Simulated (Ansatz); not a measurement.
A series of calculations on Be16H

### Relaxation

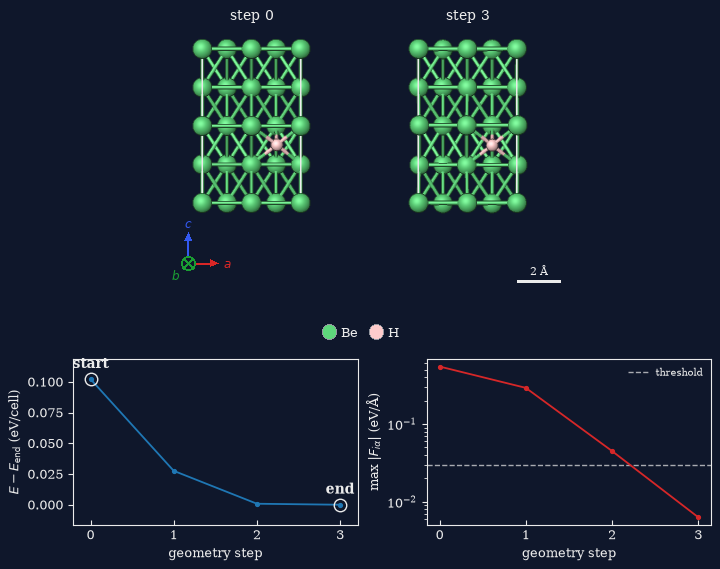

First and last geometry of a relaxation of a defect cell of composition Be16H, with the history of the run. A ball-and-stick model of the cell of the calculation, seen along the b axis.

It is an interstitial H in hcp Be. The run prepares an end point of a later path (interstitial hop) calculation, from a guessed geometry.

All numbers below come from Ansatz 0.2.0, DFT PBE, scalar-relativistic, plane waves, PAW. Set-up: plane-wave cutoff 420 eV; k-point mesh 4 × 4 × 3; occupations gaussian; smearing width 0.1 eV; no spin polarisation; atoms relaxed in a fixed cell; force threshold 0.03 eV/Å; at most 60 steps.

Did the run converge, and what did it change?

It converged. The energy falls by 0.102 eV per cell of the calculation in 3 geometry steps. The largest force component goes from 0.55 to 0.0063 eV/Å. The largest moves, 0.056 Å, are those of Be atoms. By element the largest moves are Be 0.056 Å, H 0.040 Å. The lattice vectors keep their values. Near-neighbour distances that change, for instance: Be–Be 2.290 → 2.375 Å, Be–Be 2.290 → 2.205 Å, Be–H 1.569 → 1.650 Å, Be–Be 2.229 → 2.300 Å. Among the angles between lasting bonds that change: Be–H–Be 177.3° → 179.8°. Cost: 19 s on 1 thread of Arm Neoverse V2, with other jobs on the host, peak memory 0.36 GiB.

```
step  E − E(0), meV/atom  largest force component, eV/Å
   0                0.00                         0.5478
   1               -4.39                         0.2915
   2               -5.97                         0.0450
   3               -6.01                         0.0063
```

Limits of the set-up: the k-point mesh is coarse for a cell with partly filled bands; the periodic images lie only 4.0 Å apart, so the values are limited by the cell's size.

### Relaxation

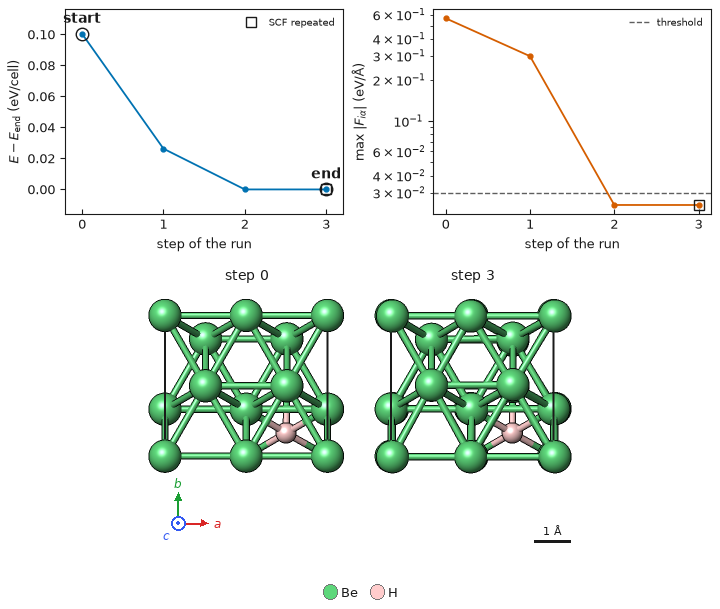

First and last geometry of a relaxation of a defect cell of composition Be$_{16}$H, with the history of the run. Style: ball-and-stick. Shown: the cell of the calculation, along the c axis.

It is an interstitial H in hcp Be. The run prepares an end point of a later path (interstitial hop) calculation, from a guessed geometry.

Theory: DFT PBE, scalar-relativistic, plane waves, PAW in Ansatz.

The input:
```yaml
crystal:
  lattice:
    - [-2.29, -3.966396, 0.0]
    - [3.435, -1.983198, 0.0]
    - [0.0, 0.0, 7.17686]
  atoms:
    - { symbol: Be, position: [0.75000007, 0.50000004, 0.0] }
    - { symbol: Be, position: [0.50000004, 0.33333336, 0.25] }
    - { symbol: Be, position: [0.75000007, 0.50000004, 0.5] }
    - { symbol: Be, position: [0.50000004, 0.33333336, 0.75] }
    - { symbol: Be, position: [0.50000003, 2.0e-08, 0.0] }
    - { symbol: Be, position: [0.25000004, 0.83333336, 0.25] }
    - { symbol: Be, position: [0.50000003, 2.0e-08, 0.5] }
    - { symbol: Be, position: [0.25000004, 0.83333336, 0.75] }
    - { symbol: Be, position: [0.25000003, 0.50000002, 0.0] }
    - { symbol: Be, position: [1.0e-08, 0.33333334, 0.25] }
    - { symbol: Be, position: [0.25000003, 0.50000002, 0.5] }
    - { symbol: Be, position: [1.0e-08, 0.33333334, 0.75] }
    - { symbol: Be, position: [0.0, 0.0, 0.0] }
    - { symbol: Be, position: [0.75000008, 0.83333338, 0.25] }
    - { symbol: Be, position: [0.0, 0.0, 0.5] }
    - { symbol: Be, position: [0.75000008, 0.83333338, 0.75] }
    - { symbol: H, position: [0.74513805, 0.16500126, 0.12196297] }
basis:
  ecutwfc: 420.0
kpoints:
  mp_grid: { grid: [4, 4, 3] }
hamiltonian:
  xc: pbe
scf:
  occupations: { method: gaussian, width: 0.1 }
  lower_state_search: "off"
relax:
  f_tol: 0.03
  max_steps: 60
  adjacent_minimum: "off"
```

Command:
```bash
ansatz run input.yaml --threads 1 --pin off --max-ram 3072MiB --backend cpu --events-out ev --progress --plain --runs-dir out
```

Did the run converge, and what did it change?

Answer. It converged. The largest moves, 0.054 Å, are those of Be2, Be5 and Be10. Be10 goes roughly along [2 1 1]. By element the largest moves are Be 0.054 Å, H 0.012 Å. The cell doesn't change. Near-neighbour distances that change, for instance: Be2–Be10 2.290 → 2.377 Å, Be2–Be10 (another image) 2.290 → 2.203 Å, Be5–Be13 2.290 → 2.375 Å, Be5–Be13 (another image) 2.290 → 2.205 Å. After 2 accepted moves (3 points after the start) the energy has fallen by 0.100 eV per cell of the calculation. Largest force component: 0.56 eV/Å at the start, 0.024 eV/Å at the end. 1 step only repeated the SCF at the same geometry.

Limits of the set-up: the k-point mesh is coarse for a cell with partly filled bands; the periodic images lie only 4.0 Å apart, so the values are limited by the cell's size.

### Path

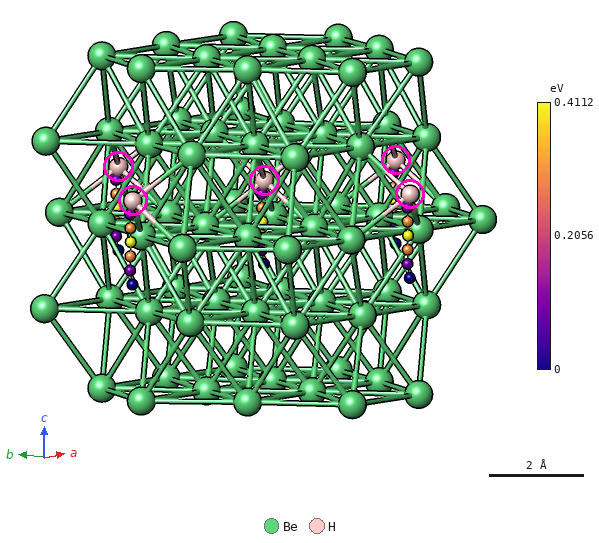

A search for the minimum-energy path of Be with an interstitial H (17 atoms in the cell) by the nudged elastic band. Images are numbered from 0 (start) to 6 (end). The start is drawn whole; smaller spheres mark the moving atoms (H) in the later images, joined by lines and coloured by the energy of the image relative to the start. Style: ball-and-stick. Shown: the atoms within 5.1 Å of the middle of the path, from a free direction. The moving atom is ringed, with any periodic copies. Bonds to atoms that aren't drawn are left out.

These are results of DFT PBE, scalar-relativistic, plane waves, PAW in Ansatz, not measurements. Run with plane-wave cutoff 420 eV; k-point mesh 4 × 4 × 3; Gaussian smearing 0.1 eV; 5 movable images; climbing image; force threshold 0.05 eV/Å; iteration limit 51; optimiser FIRE; starting path by image-dependent pair potential.

### What moves, how far, and at what cost in energy?

The H atom travels furthest, 1.81 Å from end to end, along −c, on a straight line. At the highest image its nearest neighbour (Be) is 1.39 Å away, against 1.64 Å at the start, and the surrounding atoms stand up to 0.05 Å off the mean of their end positions. The barrier is about 0.41 eV in both directions, with image 3 at the top; the ends have nearly the same energy. The band converged in 27 iterations. The climbing image converged on the top of the path. A check of its curvatures didn't confirm a first-order saddle.

Limits of the set-up: the k-point mesh is coarse for a cell with partly filled bands; the periodic images lie only 4.0 Å apart, so the values are limited by the cell's size.

The run took 15 min on 1 thread of Arm Neoverse V2, on a shared host, peak memory 0.6 GiB.
